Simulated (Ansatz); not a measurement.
## Single-point calculation, with input and output: GaAs

- system: GaAs (Fm-3m, 2 atoms in the cell)
- method: DFT, PBE, PAW with Ansatz's default frozen-core files, scalar-relativistic, no spin polarisation (Ansatz 0.2.0)

It belongs to a series of runs on one base structure; here: volume scaled by 1, to set the pressure. Figures and captions count atoms from 1; the log counts them from 0 in places.

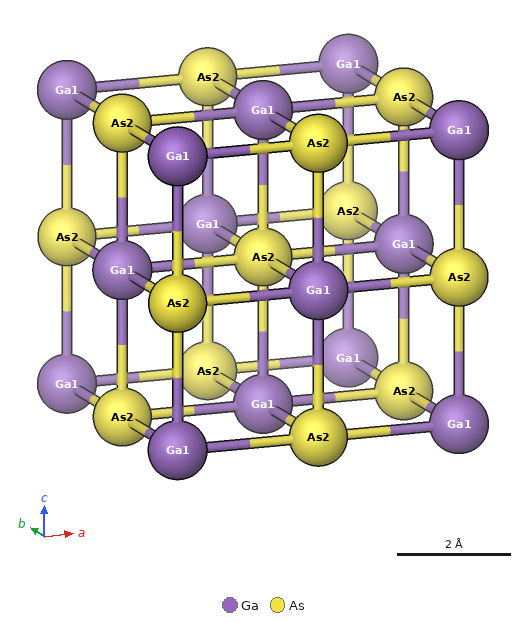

**Figure 1.** The structure as given in the input (ball-and-stick view of the cell 4 times as large as that of the calculation, set on its symmetry axes, seen slightly off an axis; atoms are numbered from 1 in the order of the input).

### Summary

- outcome: converged
- space group (tolerance 0.01 Å): Fm-3m (225)
- electrons treated: 28
- free energy: −8639.2091 eV
- Fermi energy: 10.111 eV
- pressure: 0.04 GPa
- largest force (length of the vector): under 0.001 eV/Å
- hardware: 1 thread of AMD EPYC (Zen 5), 64 GiB of memory available, shared host
- wall time: 1.6 s
- peak memory: 0.42 GiB

### Input file
```yaml
crystal:
  lattice:
    - [0.0, 2.6957908136, 2.6957908136]
    - [2.6957908136, 0.0, 2.6957908136]
    - [2.6957908136, 2.6957908136, 0.0]
  atoms:
    - { symbol: Ga, position: [0.0, 0.0, 0.0] }
    - { symbol: As, position: [0.5, 0.5, 0.5] }
kpoints:
  mp_grid: { grid: [13, 13, 13] }
scf:
  occupations: { method: fermi_dirac, width: 0.05 }
hamiltonian:
  xc: pbe
  pseudopotentials: { kind: paw }
output:
  forces: true
  stress: true
  eigenvalues: true
  write_density: true
  write_potential: true
  elf: true
  volumetric_format: npy
```

Run as:
```bash
ansatz run input.yaml --threads 1 --pin off --max-ram 3584MiB --backend cpu --events-out ev --progress --plain --runs-dir out
```

### The program's output
```
Engine: ansatz 0.2.0, x86_64-unknown-linux-gnu
Pseudopotentials: kind: paw
Pseudopotential: Ga, paw, valence charge 13, recommended cutoff 420 eV (normal), Ga.paw.azcp
Pseudopotential: As, paw, valence charge 15, recommended cutoff 420 eV (normal), As.paw.azcp
Functional definition: PBE
  parameter kappa = 0.804
  parameter beta = 0.06672455060314922
  exchange = pbe_x(kappa = kappa, mu = beta*pi^2/3)
  correlation = pbe_c(beta = beta)
Crystal: 2 atoms, lattice volume = 39.182 Å³
Basis set: ecut = 420 eV, 749 PW (Γ), exchange–correlation on 54×54×54 points (8 copies of the dense FFT grid, shifted against one another)
Bands: 18, of which v1, the nominal top of the filled ones, is band 14 counted from 1 (13 counted from 0)
Symmetry: 48 space group operations
Space group: Fm-3m (ITA 225), of the structure as read, at distance tolerance 3.4e-5 Å
k-points: 84 of 2197
Non-local potential: Ga, projectors of the file, l = 0: 2, l = 1: 2, l = 2: 3, l = 3: 1
Non-local potential: As, projectors of the file, l = 0: 2, l = 1: 2, l = 2: 3, l = 3: 1
PAW form: soft (Blöchl's): semilocal exchange-correlation on the pseudo side does not see the compensation charge
PAW one-centre angular grid: Ga, 590 points (default); XC on 64 Gauss nodes
PAW one-centre angular grid: As, 590 points (default); XC on 64 Gauss nodes
Initial density: superposition of atomic densities (neutral atoms: chi_scale 0, normalization atom), corrected by the library's trained network
Initial wavefunctions: pseudopotential atomic-orbital guess
Functional: x = pbe(κ = 0.804, μ = 0.2195149727645171), c = pbe(β = 0.06672455060314922)
SCF iter   1: F=—  HF=-8639.210521 eV  |F-HF|=—  |Δ(HF+E_count)|=         —  Δρ=2.63e-3  dr2=4.02e-3  ethr=1.77e-3  ⟨swp⟩=5.7  Hψ=6832  notcnv=0
preconditioner: auto → Kerker (q_TF=auto, 2.580 Å⁻¹)  [metal: Δε(μ)=0.018 eV  Ē_g=15.403 eV  σ=0.050 eV  W_gap=0.09  n_scr=14 (ndim 8)  ℏωp=25.2 eV  f_vac=0.000  D(μ)=1.51/eV (n_scr^D=14)]
SCF iter   2: F=—  HF=-8639.209363 eV  |F-HF|=—  |Δ(HF+E_count)|=   1.16e-3  Δρ=1.59e-3  dr2=1.28e-3  ethr=1.44e-5  ⟨swp⟩=1.4  Hψ=2246  notcnv=0
SCF iter   3: F=—  HF=-8639.209210 eV  |F-HF|=—  |Δ(HF+E_count)|=   1.53e-4  Δρ=6.85e-4  dr2=1.46e-4  ethr=4.57e-6  ⟨swp⟩=2.0  Hψ=2241  notcnv=0
SCF iter   4: F=—  HF=-8639.209092 eV  |F-HF|=—  |Δ(HF+E_count)|=   1.19e-4  Δρ=2.64e-4  dr2=1.67e-5  ethr=5.23e-7  ⟨swp⟩=2.0  Hψ=2283  notcnv=0
SCF iter   5: F=—  HF=-8639.209099 eV  |F-HF|=—  |Δ(HF+E_count)|=   7.39e-6  Δρ=7.30e-5  dr2=2.77e-6  ethr=5.98e-8  ⟨swp⟩=2.0  Hψ=2243  notcnv=0
SCF iter   6: F=—  HF=-8639.209100 eV  |F-HF|=—  |Δ(HF+E_count)|=   9.97e-7  Δρ=2.51e-5  dr2=3.08e-7  ethr=9.90e-9  ⟨swp⟩=2.0  Hψ=2272  notcnv=0
SCF iter   7: F=—  HF=-8639.209100 eV  |F-HF|=—  |Δ(HF+E_count)|=   1.35e-7  Δρ=1.36e-5  dr2=4.23e-8  ethr=3.57e-10  ⟨swp⟩=8.5  Hψ=10260  notcnv=0
SCF iter   8: F=-8639.209100 eV  HF=-8639.209100 eV  |F-HF|=1.97e-9  |Δ(HF+E_count)|=   5.01e-8  Δρ=2.03e-6  dr2=7.76e-10  ethr=1.51e-10  ⟨swp⟩=7.0  Hψ=8789  notcnv=0
SCF 1 converged in 8 iterations: F = -8639.209100 eV  dr2 = 7.76e-10
  greatest PAW one-centre occupation: 0.999 electrons in one spin orbital (limit 2), on the As atom at site 1 (counted from 0), in its partial waves of l = 2
```

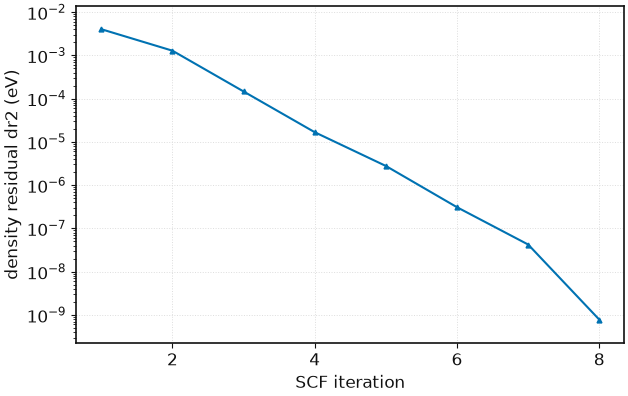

**Figure 2.** Convergence of the self-consistent field: density residual dr2 against the SCF iteration. The residual falls at every step.

```
SCF converged after 8 iterations
Free energy (F): -8639.209100 eV
Harris-Foulkes:  -8639.209100 eV  (|F-HF|=1.97e-9)
Internal energy: -8639.197267 eV  (E = F + TS)
E sigma→0 (E₀):  -8639.203184 eV
Entropy (-TS):   -0.011833 eV (-5.916 meV/atom)
Fermi energy:    10.110572 eV
--- Per-component energies (eV) ---
  E_band       = -258.964067
  E_kinetic    = 217.713002
  E_local      = -3403.193272  (includes V_loc(G=0)·N_el)
  E_nonlocal   = -246.563716
  E_hartree    = 1743.882979
  E_xc         = -148.121428
  E_vxc        = -136.948486  (∫ρ·V_xc dr)
  E_paw        = -3823.100561  (= ΣΔE_a)
  E_vpaw       = -177.737625  (= ΣTr[D̂ρ^β])
  E_aug_tail   = -0.000139  (compensation charges beyond the density's cutoff)
  E_ewald      = -2979.814132
  E_smearing   = -0.011833  (= −TS)
  E_closure    = -0.000000  (closes the sum)
  Σ components = -8639.209100   (vs F -8639.209100, Δ=0.00e0)
--- Forces (eV/Å), atoms counted from 1 ---
  atom   1  Ga    -0.00000000     0.00000000     0.00000000
  atom   2  As     0.00000000     0.00000000     0.00000000
  max |Σ_I F_I| component: 3.29e-31 eV/Å
--- Stress (GPa, compression-positive) ---
        0.043068      -0.000000      -0.000000
        0.000000       0.043068       0.000000
       -0.000000      -0.000000       0.043068
  P = ⅓ Tr σ = 0.0431 GPa (0.431 kbar)
--- Band table (eV; the first three rows and the last of 84) ---
  k-point 0: bands = ["-25.2439", "-25.2439", "-25.2375", "-25.2375", "-25.2375", "-4.6141", "-4.6141", "-4.5963", "-4.5963", "-4.5963", "-2.9546", "9.9964", "10.1681", "10.1681", "10.1681", "17.4635", "17.4635", "17.4635"]
  k-point 1: bands = ["-25.2439", "-25.2439", "-25.2375", "-25.2374", "-25.2374", "-4.6156", "-4.6156", "-4.5965", "-4.5950", "-4.5950", "-2.8761", "8.7089", "10.1624", "10.1624", "11.2752", "16.9390", "17.0504", "17.0504"]
  k-point 2: bands = ["-25.2438", "-25.2438", "-25.2374", "-25.2371", "-25.2371", "-4.6201", "-4.6201", "-4.5972", "-4.5907", "-4.5907", "-2.6432", "7.2705", "10.1552", "10.1552", "12.1443", "16.0151", "16.0151", "16.2541"]
  k-point 83: bands = ["-25.2446", "-25.2430", "-25.2367", "-25.2362", "-25.2344", "-4.7342", "-4.6216", "-4.5916", "-4.5837", "-4.5535", "0.2397", "4.3344", "5.9396", "6.0055", "12.3155", "14.2999", "17.3041", "18.3679"]
```

### File rho_z.tsv
```
# z_ang	rho[e/angstrom^3]
# format = ansatz-planar-average/11
# lattice	0.000000000	2.695790814	2.695790814
# lattice	2.695790814	0.000000000	2.695790814
# lattice	2.695790814	2.695790814	0.000000000
# sites	2
# site	31	0.000000000	0.000000000	0.000000000
# site	33	2.695790814	2.695790814	2.695790814
0.000000	1.437825e0
0.141201	1.278819e0
0.282402	9.241423e-1
0.423603	5.934044e-1
0.564804	3.931369e-1
0.706004	3.041660e-1
0.847205	2.764628e-1
0.988406	2.836297e-1
1.129607	3.285874e-1
1.270808	4.338114e-1
1.412009	6.253963e-1
1.553210	9.008072e-1
1.694411	1.195047e0
1.835612	1.390920e0
1.976812	1.390920e0
2.118013	1.195047e0
2.259214	9.008072e-1
2.400415	6.253963e-1
2.541616	4.338114e-1
2.682817	3.285874e-1
2.824018	2.836297e-1
2.965219	2.764628e-1
3.106419	3.041660e-1
3.247620	3.931369e-1
3.388821	5.934044e-1
3.530022	9.241423e-1
3.671223	1.278819e0
```

### File v_z.tsv
```
# z_ang	v_es[eV]	v_tot[eV]
# format = ansatz-planar-average/11
# xc	pbe
# density_cutoff_ev	1680
# datasets	Ga=:simpson_from_first_knot:soft	As=:simpson_from_first_knot:soft
# lattice	0.000000000	2.695790814	2.695790814
# lattice	2.695790814	0.000000000	2.695790814
# lattice	2.695790814	2.695790814	0.000000000
# sites	2
# site	31	0.000000000	0.000000000	0.000000000
# site	33	2.695790814	2.695790814	2.695790814
0.000000	6.139353e0	-4.142876e0
0.141201	6.182596e0	-4.086759e0
0.282402	6.309636e0	-3.917832e0
0.423603	6.505422e0	-3.650641e0
0.564804	6.739266e0	-3.324824e0
0.706004	6.904855e0	-3.076575e0
0.847205	6.942647e0	-3.008044e0
0.988406	6.951742e0	-3.030927e0
1.129607	7.054219e0	-3.017348e0
1.270808	7.291894e0	-2.928934e0
1.412009	7.684050e0	-2.718060e0
1.553210	8.177256e0	-2.383432e0
1.694411	8.624444e0	-2.041758e0
1.835612	8.888262e0	-1.827939e0
1.976812	8.888262e0	-1.827939e0
2.118013	8.624444e0	-2.041758e0
2.259214	8.177256e0	-2.383432e0
2.400415	7.684050e0	-2.718060e0
2.541616	7.291894e0	-2.928934e0
2.682817	7.054219e0	-3.017348e0
2.824018	6.951742e0	-3.030927e0
2.965219	6.942647e0	-3.008044e0
3.106419	6.904855e0	-3.076575e0
3.247620	6.739266e0	-3.324824e0
3.388821	6.505422e0	-3.650641e0
3.530022	6.309636e0	-3.917832e0
3.671223	6.182596e0	-4.086759e0
```

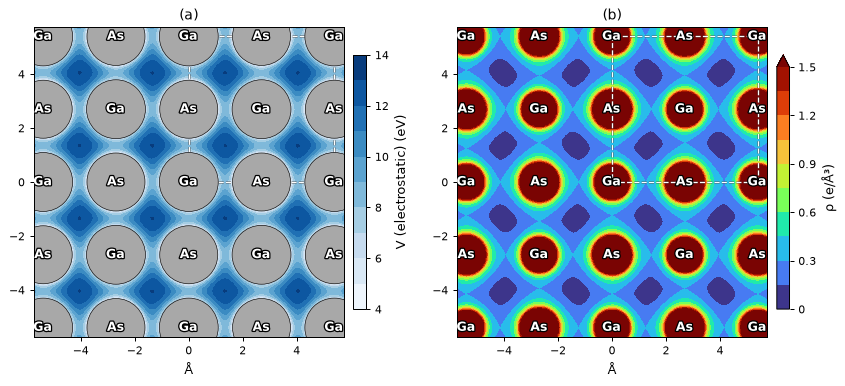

**Figure 3.** (a) electrostatic potential (local pseudopotential plus Hartree) felt by an electron; (b) valence pseudo-density on the (100) plane of the conventional cell. Grey discs, where drawn, cover atomic cores. Atoms in the plane: Ga and As. Ga–As (2.70 Å): the density is about 0.31 e/Å³ at the midpoint. Away from the nuclei the density in this plane falls to 0.08 e/Å³ at its lowest. Outside the cores the potential energy rises away from the atoms and is highest about 1.9 Å from the nearest atoms; outside the discs it spans about 9 eV, and its zero is arbitrary. The fields are those of the smooth PAW valence density.

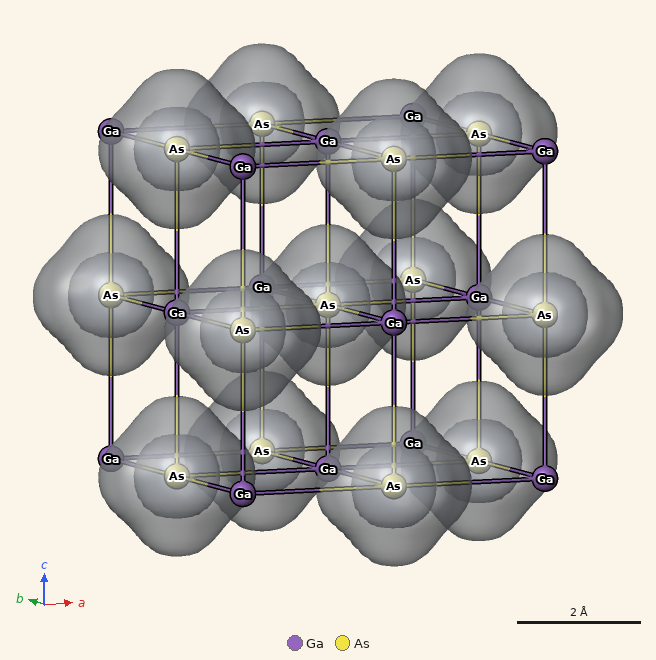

**Figure 4.** Isosurface of the electron localisation function at 0.6 (grey), seen at an oblique angle. Only the valence region is drawn (cores and ρ < 0.01 e/Å³ removed). Sticks mark near contacts. The outline is the cell set on symmetry axes. Profiles from the grid: Ga–As (2.70 Å): the ELF is about 0.60 at the midpoint.
